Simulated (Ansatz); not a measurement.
## Single-point calculation of PtS2 (part 1 of 3)

PtS2 (P-3m1, 6 atoms in the cell), computed with DFT LDA+U+J, spin-orbit coupling, plane waves, PAW, U = 5 eV, J = 0.9 eV on Pt atom 1 d; U = 5 eV, J = 0.9 eV on Pt atom 4 d (Ansatz 0.2.0).

The structure derives from an entry of the Crystallography Open Database. It belongs to a series of runs on one base structure; here: canted directions held. Figures and captions count atoms from 1; the log counts them from 0 in places.

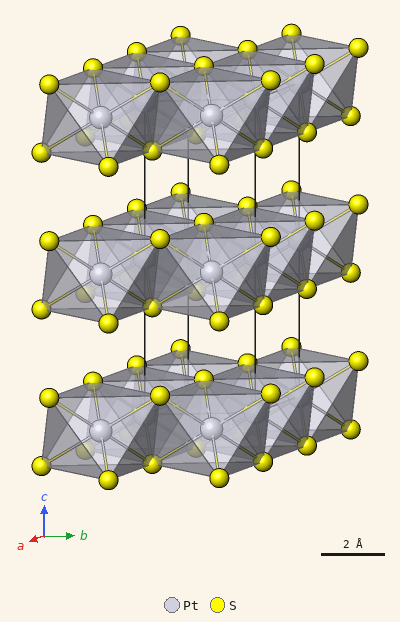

The input geometry (polyhedral view of the cell of the calculation, repeated 2 × 1 × 1, seen slightly off an axis; polyhedra are completed across the faces of the cell).

Input file:
```yaml
crystal:
  lattice:
    - [3.54319954, 0.0, 0.0]
    - [-1.77159977, 3.06850081, 0.0]
    - [0.0, 0.0, 10.07760018]
  atoms:
    - { symbol: Pt, position: [0.0, 0.0, 0.0], spin: 4.0, spin_axis: [0.0, 0.0, 1.0] }
    - { symbol: S, position: [0.3333333333, 0.6666666667, 0.125] }
    - { symbol: S, position: [0.6666666667, 0.3333333333, 0.375] }
    - { symbol: Pt, position: [0.0, 0.0, 0.5], spin: 4.0, spin_axis: [1.0, 0.0, 0.0] }
    - { symbol: S, position: [0.3333333333, 0.6666666667, 0.625] }
    - { symbol: S, position: [0.6666666667, 0.3333333333, 0.875] }
basis:
  ecutwfc: 420
  ecutrho_ratio: 4
kpoints:
  mp_grid: { grid: [6, 6, 2] }
hamiltonian:
  xc: lda
  hubbard:
    sites:
      - { site: 0, l: d, u: 5.0, j: 0.9, starting_ns: [{ occupation_matrix: s0 }] }
      - { site: 3, l: d, u: 5.0, j: 0.9, starting_ns: [{ occupation_matrix: s3 }] }
    occupation_matrices:
      s0:
        spinor_matrix:
          - [[0.97, 0.0], [0.0, 0.0], [0.0, 0.0], [0.0, 0.0], [0.0, 0.0], [0.0, 0.0], [0.0, 0.0], [0.0, 0.0], [0.0, 0.0], [0.0, 0.0]]
          - [[0.0, 0.0], [0.97, 0.0], [0.0, 0.0], [0.0, 0.0], [0.0, 0.0], [0.0, 0.0], [0.0, 0.0], [0.0, 0.0], [0.0, 0.0], [0.0, 0.0]]
          - [[0.0, 0.0], [0.0, 0.0], [0.97, 0.0], [0.0, 0.0], [0.0, 0.0], [0.0, 0.0], [0.0, 0.0], [0.0, 0.0], [0.0, 0.0], [0.0, 0.0]]
          - [[0.0, 0.0], [0.0, 0.0], [0.0, 0.0], [0.97, 0.0], [0.0, 0.0], [0.0, 0.0], [0.0, 0.0], [0.0, 0.0], [0.0, 0.0], [0.0, 0.0]]
          - [[0.0, 0.0], [0.0, 0.0], [0.0, 0.0], [0.0, 0.0], [0.97, 0.0], [0.0, 0.0], [0.0, 0.0], [0.0, 0.0], [0.0, 0.0], [0.0, 0.0]]
          - [[0.0, 0.0], [0.0, 0.0], [0.0, 0.0], [0.0, 0.0], [0.0, 0.0], [0.02, 0.0], [0.0, 0.0], [0.0, 0.0], [0.0, 0.0], [0.0, 0.0]]
          - [[0.0, 0.0], [0.0, 0.0], [0.0, 0.0], [0.0, 0.0], [0.0, 0.0], [0.0, 0.0], [0.35618, 0.0], [0.0, 0.0], [0.0, 0.0], [-0.45426, 0.0]]
          - [[0.0, 0.0], [0.0, 0.0], [0.0, 0.0], [0.0, 0.0], [0.0, 0.0], [0.0, 0.0], [0.0, 0.0], [0.02, 0.0], [0.0, 0.0], [0.0, 0.0]]
          - [[0.0, 0.0], [0.0, 0.0], [0.0, 0.0], [0.0, 0.0], [0.0, 0.0], [0.0, 0.0], [0.0, 0.0], [0.0, 0.0], [0.02, 0.0], [0.0, 0.0]]
          - [[0.0, 0.0], [0.0, 0.0], [0.0, 0.0], [0.0, 0.0], [0.0, 0.0], [0.0, 0.0], [-0.45426, 0.0], [0.0, 0.0], [0.0, 0.0], [0.63382, 0.0]]
      s3:
        spinor_matrix:
          - [[0.495, 0.0], [0.0, 0.0], [0.0, 0.0], [0.0, 0.0], [0.0, 0.0], [0.475, 0.0], [0.0, 0.0], [0.0, 0.0], [0.0, 0.0], [0.0, 0.0]]
          - [[0.0, 0.0], [0.66309, 0.0], [0.0, 0.0], [0.0, 0.0], [-0.22713, 0.0], [0.0, 0.0], [0.30691, 0.0], [0.0, 0.0], [0.0, 0.0], [0.22713, 0.0]]
          - [[0.0, 0.0], [0.0, 0.0], [0.495, 0.0], [0.0, 0.0], [0.0, 0.0], [0.0, 0.0], [0.0, 0.0], [0.475, 0.0], [0.0, 0.0], [0.0, 0.0]]
          - [[0.0, 0.0], [0.0, 0.0], [0.0, 0.0], [0.495, 0.0], [0.0, 0.0], [0.0, 0.0], [0.0, 0.0], [0.0, 0.0], [0.475, 0.0], [0.0, 0.0]]
          - [[0.0, 0.0], [-0.22713, 0.0], [0.0, 0.0], [0.0, 0.0], [0.80191, 0.0], [0.0, 0.0], [0.22713, 0.0], [0.0, 0.0], [0.0, 0.0], [0.16809, 0.0]]
          - [[0.475, 0.0], [0.0, 0.0], [0.0, 0.0], [0.0, 0.0], [0.0, 0.0], [0.495, 0.0], [0.0, 0.0], [0.0, 0.0], [0.0, 0.0], [0.0, 0.0]]
          - [[0.0, 0.0], [0.30691, 0.0], [0.0, 0.0], [0.0, 0.0], [0.22713, 0.0], [0.0, 0.0], [0.66309, 0.0], [0.0, 0.0], [0.0, 0.0], [-0.22713, 0.0]]
          - [[0.0, 0.0], [0.0, 0.0], [0.475, 0.0], [0.0, 0.0], [0.0, 0.0], [0.0, 0.0], [0.0, 0.0], [0.495, 0.0], [0.0, 0.0], [0.0, 0.0]]
          - [[0.0, 0.0], [0.0, 0.0], [0.0, 0.0], [0.475, 0.0], [0.0, 0.0], [0.0, 0.0], [0.0, 0.0], [0.0, 0.0], [0.495, 0.0], [0.0, 0.0]]
          - [[0.0, 0.0], [0.22713, 0.0], [0.0, 0.0], [0.0, 0.0], [0.16809, 0.0], [0.0, 0.0], [-0.22713, 0.0], [0.0, 0.0], [0.0, 0.0], [0.80191, 0.0]]
    ns_hold: { iters: 8 }
scf:
  occupations: { method: gaussian, width: 0.05 }
  lower_state_search: "off"
  max_iter: 150
output:
  forces: true
  stress: true
  eigenvalues: true
  populations: true
  hubbard: { sites: [{ site: 0, l: d }, { site: 3, l: d }] }
  write_density: true
  write_potential: true
  elf: true
  volumetric_format: npy
magnetization:
  noncollinear: true
  spin_orbit: true
  spin_locking: { lock_directions: true }
```

Machine: 4 threads of Arm Neoverse V2, 24 GiB of memory available, shared host.

Launched with:
```bash
ansatz run input.yaml --threads 4 --pin off --max-ram 6144MiB --backend cpu --events-out ev --progress --plain --runs-dir out
```

What the program printed:
```
Warning: output.stress: scf.convergence.dr2_threshold = 1e-7 eV (the SCF's general default) is looser than the 6e-10 eV advised for a printed stress (1e-10 eV for each atom of the cell: 6). What an SCF threshold leaves in a stress goes as its square root, and in the free energy as the threshold itself, and one threshold admits the most on a small cell: of the crystals measured, under no hybrid functional and no lock of the moments, on runs that ended without the residual-converged pass, on stresses that held no estimate of that error, the worst erred by over 100 MPa in a component at 1e-7 eV an atom and by under 5 at 1e-10. Set scf.convergence.dr2_threshold to 6e-10 eV or tighter. The threshold is an SCF's pass mark: one that does not reach it within its budget of iterations ends unconverged, or closes short of it on a stop that the run arms, and scf.convergence.dr2_threshold's page says what that costs each kind of run
Warning: output.stress: the lock of the moments that magnetization.spin_locking holds to the close lets an SCF meet its threshold on dr2 anywhere within the lock's freeze window, and the stress can move with the moments there: no threshold on dr2 bounds that. The window is the square root of the freeze energy over magnetization.spin_locking.lambda. Set magnetization.spin_locking.freeze_energy_tol to 1e-7 of magnetization.spin_locking.lambda or tighter (1e-7 eV at magnetization.spin_locking.lambda's default), and hold the SCF's own gates tight with it: the threshold on dr2 and, on a non-collinear run, whose gate on the magnetisation can be let go, scf.convergence.magnetization_residual_energy_tol, under 2e-7 eV over the cell's volume in cubic angstroms (a run under these bars is not thereby shown to hold its stress)
Pt: projections on atomic orbitals take those of the free atom [Kr 4d10 4f14] 5s2 5p6 5d9 6s1, of charge +0.00 (hamiltonian.pseudopotentials.projection_atoms); the dataset's partial waves leave at most 4.2e-6 of an orbital's norm unspanned inside its sphere
S: projections on atomic orbitals take those of the free atom [Ne] 3s2 3p4, of charge +0.00 (hamiltonian.pseudopotentials.projection_atoms); the dataset's partial waves leave at most 1.5e-11 of an orbital's norm unspanned inside its sphere
Engine: ansatz 0.2.0, aarch64-unknown-linux-gnu
Pseudopotentials: kind: paw_fr
Pseudopotential: Pt, paw_fr, valence charge 18, recommended cutoff 420 eV (normal), Pt.paw.azcp#standard-fr
Pseudopotential: S, paw_fr, valence charge 6, recommended cutoff 420 eV (normal), S.paw.azcp#standard-fr
Functional definition: SPW92
  exchange = slater_x
  correlation = pw_c
Crystal: 6 atoms, lattice volume = 109.567 Å³
Basis set: ecut = 420 eV, 2091 PW (Γ)
Bands: 72, of which v1, the nominal top of the filled ones, is band 60 counted from 1 (59 counted from 0)
Symmetry: 2 space group operations
Magnetic group: BNS 2.4 (UNI 4), of the structure as read, at distance tolerance 4.8e-5 Å
k-points: 40 of 72
Projection manifold: j_resolved (fully-relativistic pseudo-atomic orbitals)
Non-local potential: Pt, projectors of the file, l = 0: 3, l = 1: 4, l = 2: 4, l = 3: 2
Non-local potential: S, projectors of the file, l = 0: 2, l = 1: 4, l = 2: 4
PAW form: soft (Blöchl's): semilocal exchange-correlation on the pseudo side does not see the compensation charge
PAW frozen core: Pt, regenerated for the run's functional, and the local potential with it (the file was generated under x = pbe(κ = 0.804, μ = 0.2195149727645171), c = pbe(β = 0.06672455060314922))
PAW frozen core: S, regenerated for the run's functional, and the local potential with it (the file was generated under x = pbe(κ = 0.804, μ = 0.2195149727645171), c = pbe(β = 0.06672455060314922))
PAW one-centre angular grid: Pt, 590 points (default); XC on 64 Gauss nodes
PAW one-centre angular grid: S, 110 points (default); XC on 64 Gauss nodes
Initial density: superposition of atomic densities (chi_scale 0.1, normalization cell)
Starting moments: Σ|m| = 8 μB on 2 of 6 sites
Initial wavefunctions: pseudopotential atomic-orbital guess
Functional: x = slater, c = lda
```
